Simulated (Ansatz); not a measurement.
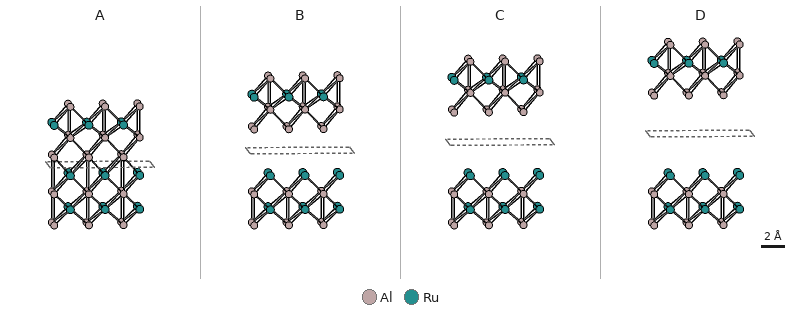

Frames of a one-coordinate scan of solid Al₃Ru₂ (I4/mmm). Style: ball-and-stick. Shown: the layers on both sides of the dashed plane, from the side, nearly along that plane.

All numbers below come from DFT PBEsol, scalar-relativistic, plane waves, PAW (Ansatz 0.2.0). Settings: plane-wave cutoff 420 eV; k-point mesh 15 × 15 × 4; occupations gaussian; smearing width 0.15 eV; no spin polarisation. Energies (free energies at the smearing named) are counted from the relaxed crystal.

Question: What is being scanned?

Answer: The crystal is pulled apart rigidly along the normal of the (0 0 1) plane of the conventional cell, at a cut between a plane of Ru below and one of Al above, 1.25 Å apart. In the frames the opening is 0.50 Å (A), 3.00 Å (B), 4.50 Å (C), 6.00 Å (D). One cut stands in each cell, which starts 14.3 Å high; nothing is relaxed, and the dashed outline marks the cut. Their energies are 1.40 J/m², 7.51 J/m², 7.74 J/m², 7.75 J/m².
